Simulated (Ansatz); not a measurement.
SiO2

```
Si O
1.0
     7.09794    0.00000    0.00000
     0.00000    7.09794    0.00000
     0.00000    0.00000    7.09794
Si O
8 16
Cartesian
  2.0015 2.0015 2.0015
  1.5474 5.0964 5.5505
  5.5505 1.5474 5.0964
  5.0964 5.5505 1.5474
  0.1510 0.1510 0.1510
  3.3980 6.9470 3.6999
  3.6999 3.3980 6.9470
  6.9470 3.6999 3.3980
  1.0753 1.0753 1.0753
  2.4736 6.0226 4.6243
  4.6243 2.4736 6.0226
  6.0226 4.6243 2.4736
  4.5374 4.7022 0.2960
  6.1095 2.3957 3.8450
  0.9884 5.9447 6.8020
  2.5606 1.1533 3.2530
  0.2960 4.5374 4.7022
  3.8450 6.1095 2.3957
  6.8020 0.9884 5.9447
  3.2530 2.5606 1.1533
  4.7022 0.2960 4.5374
  2.3957 3.8450 6.1095
  5.9447 6.8020 0.9884
  1.1533 3.2530 2.5606
```

Space group P2₁3.

The calculation used Ansatz, DFT r2SCAN, scalar-relativistic, plane waves, PAW.

The density is the valence pseudo-density of a PAW calculation; it isn't the true density close to the nuclei.

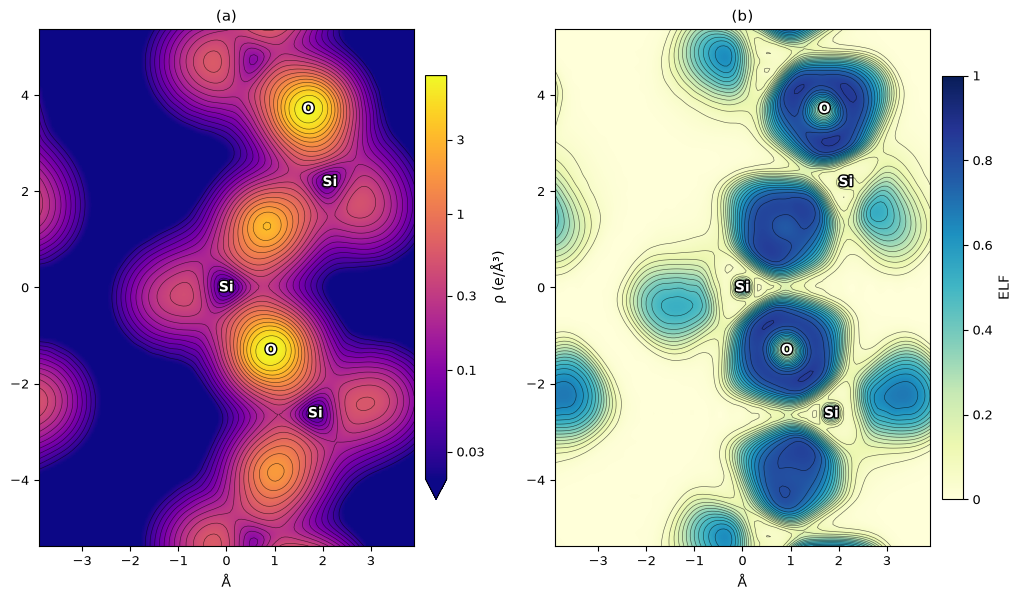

Figure 1. (a) valence pseudo-density; (b) electron localisation function on the (110) plane of the conventional cell.

What does the map show?

Answer. Atoms in the plane: Si and O.
Atoms just off the plane (Si, 0.3 Å away and O, 0.5 Å away) can leave unmarked features too.
Si–O (1.60 Å): ρ at the midpoint is about 1.3 e/Å³; the ELF peaks at about 0.85 between the atoms; a polar covalent bond.
The density dies away to nearly zero in the voids.
The ELF also peaks beside O, away from the bonds: lone-pair regions.

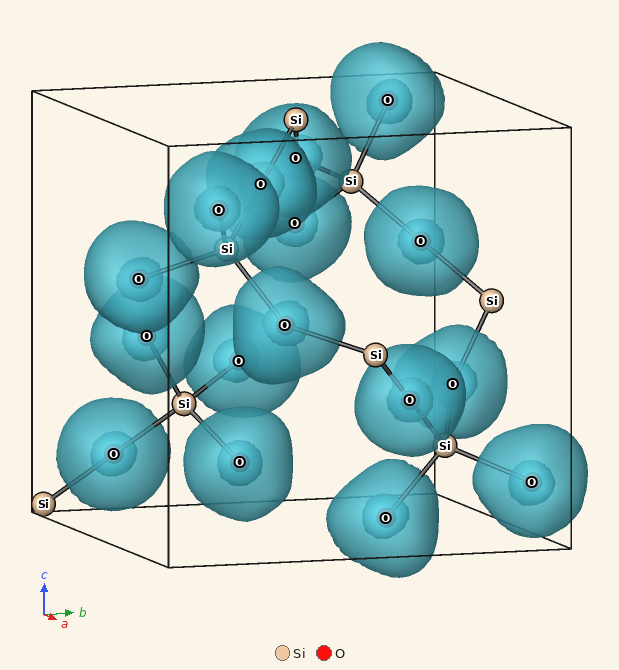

Figure 2. Isosurface of the electron localisation function at 0.7 (cyan), seen slightly off an axis. Only the valence region is drawn (cores and ρ < 0.01 e/Å³ removed). Sticks mark near contacts.

Where are the electrons localised?

Answer. At this value the surface marks out 16 regions on O in which the atom's valence shell and bonds are merged, counted in one cell of 24 atoms. Regions shared between cells count once.

Metal or insulator at this level of theory?

Answer. It is gapped, with a Kohn–Sham gap of 6.4 eV on the k-point mesh, an upper bound to the gap of this method.
